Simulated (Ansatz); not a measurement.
**B6N5: density, localisation and related maps**

Input

```
crystal:
  lattice:
    - [-3.645555, 3.553777, -3.381031]
    - [3.644656, 3.555465, -3.378152]
    - [-0.002848, -1.24945, -6.569916]
  atoms:
    - { symbol: B, position: [0.1789690616, 0.8020258212, 0.4903224559] }
    - { symbol: B, position: [0.6063336651, 0.941057404, 0.2342438707] }
    - { symbol: B, position: [0.8274865899, 0.1613212087, 0.5028802719] }
    - { symbol: B, position: [0.4712023444, 0.5173200682, 0.5241646323] }
    - { symbol: B, position: [0.2470951347, 0.2410851388, 0.2488673635] }
    - { symbol: B, position: [0.9692160748, 0.0130725949, 0.9910407995] }
    - { symbol: B, position: [0.7494357318, 0.74242296, 0.7621108355] }
    - { symbol: B, position: [0.6838947192, 0.3069081902, 0.0221925176] }
    - { symbol: B, position: [0.4074075381, 0.0806116945, 0.7489254166] }
    - { symbol: B, position: [0.9083118585, 0.5831703336, 0.2626352038] }
    - { symbol: B, position: [0.3274534422, 0.6613136678, 0.0032005433] }
    - { symbol: B, position: [0.1091256645, 0.4411945508, 0.7335068769] }
    - { symbol: "N", position: [0.342574539, 0.9875354695, 0.3176253236] }
    - { symbol: "N", position: [0.9963639837, 0.3304913003, 0.3358627596] }
    - { symbol: "N", position: [0.6585642236, 0.681694647, 0.3559109057] }
    - { symbol: "N", position: [0.4249810854, 0.4043059937, 0.0879915647] }
    - { symbol: "N", position: [0.1540313732, 0.1766152074, 0.8178438106] }
    - { symbol: "N", position: [0.9238868216, 0.9029534815, 0.5813463403] }
    - { symbol: "N", position: [0.8486513253, 0.4930921732, 0.8549411244] }
    - { symbol: "N", position: [0.5704168719, 0.2583823005, 0.5878328982] }
    - { symbol: "N", position: [0.0689898094, 0.7578774523, 0.0819576474] }
    - { symbol: "N", position: [0.4966131884, 0.8299945738, 0.8360917951] }
basis:
  ecutwfc: 420
kpoints:
  mp_grid: { grid: [5, 5, 6] }
hamiltonian:
  xc: pbe
  dispersion: d3bj
scf:
  occupations: { method: gaussian, width: 0.1 }
  n_extra_bands: 11
output:
  forces: true
  stress: true
  eigenvalues: true
  populations: true
  dos:
    method: { smearing: { sigma: 0.1, scheme: gaussian } }
    projected: true
    de: 0.02
  write_density: true
  write_potential: true
  elf: true
  volumetric_format: npy
```

Launched as:

```sh
ansatz run input.yaml --threads 4 --pin off --max-ram 9216MiB --backend cpu --events-out ev --progress --plain --runs-dir out
```

Below, planes, directions and counts refer to the standardised cell (a = 9.81 Å, b = 7.29 Å, c = 6.69 Å, α = 89.95°, β = 122.79°, γ = 90.01°).

Space group P1; a generated structure, not necessarily the stable one.

Method: DFT PBE+D3(BJ), scalar-relativistic, plane waves, PAW in Ansatz.

Core electrons are frozen (PAW), and the valence fields are smoothed inside the atomic spheres.

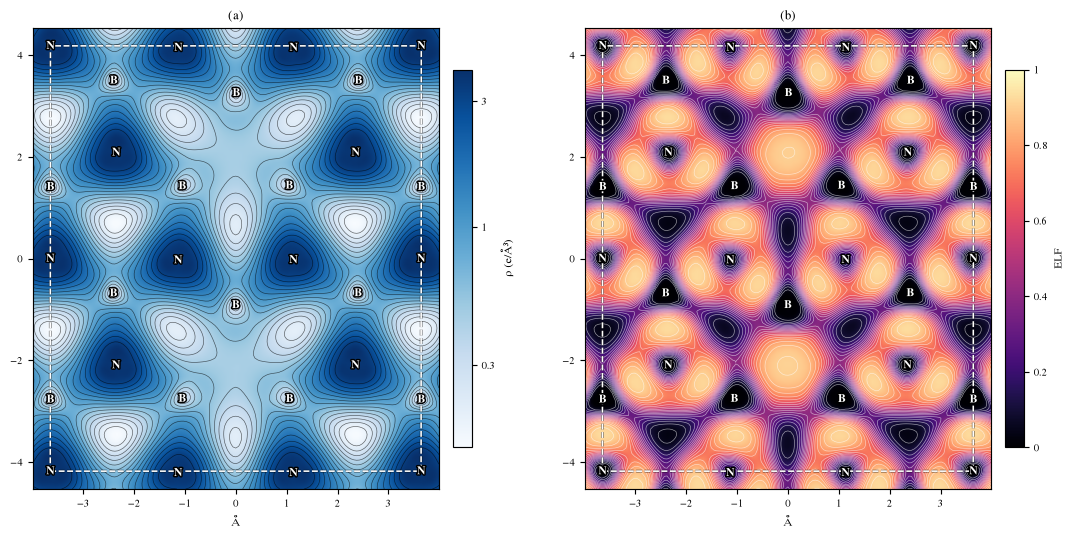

Figure 1. (a) valence electron density; (b) ELF on the (101̄) plane of the standardised cell.

### What do the fields say about this system?

- The plane passes through B and N nuclei.
- B–N (1.41 Å): ρ is about 2 e/Å³ halfway; the ELF peaks at about 0.95 between the atoms.
- B–N (1.46 Å): ρ at the midpoint is about 1.7 e/Å³; the ELF peaks at about 0.90 between the atoms.
- Between the atoms the lowest density in this plane is 0.15 e/Å³.

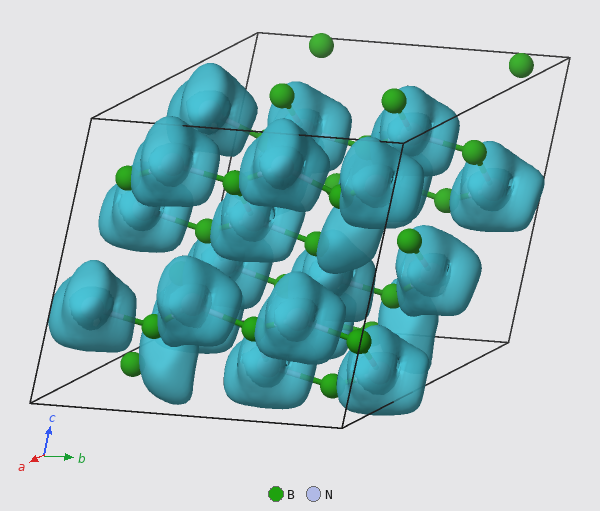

Figure 2. Isosurface of the electron localisation function at 0.7 (cyan), seen slightly off an axis. Core shells and regions of very low density are left out. Sticks mark near contacts.

### Where are the electrons localised?

The ELF exceeds this value in 20 regions on N in which the atom's valence shell and bonds are merged and four pockets between the atoms, centred on no nucleus (multi-centre or interstitial), counted in one cell of 44 atoms. Any copies at cell faces, edges or corners count once.

### Does the calculation give a band gap?

It is metallic or semimetallic at this level of theory: no gap opens.
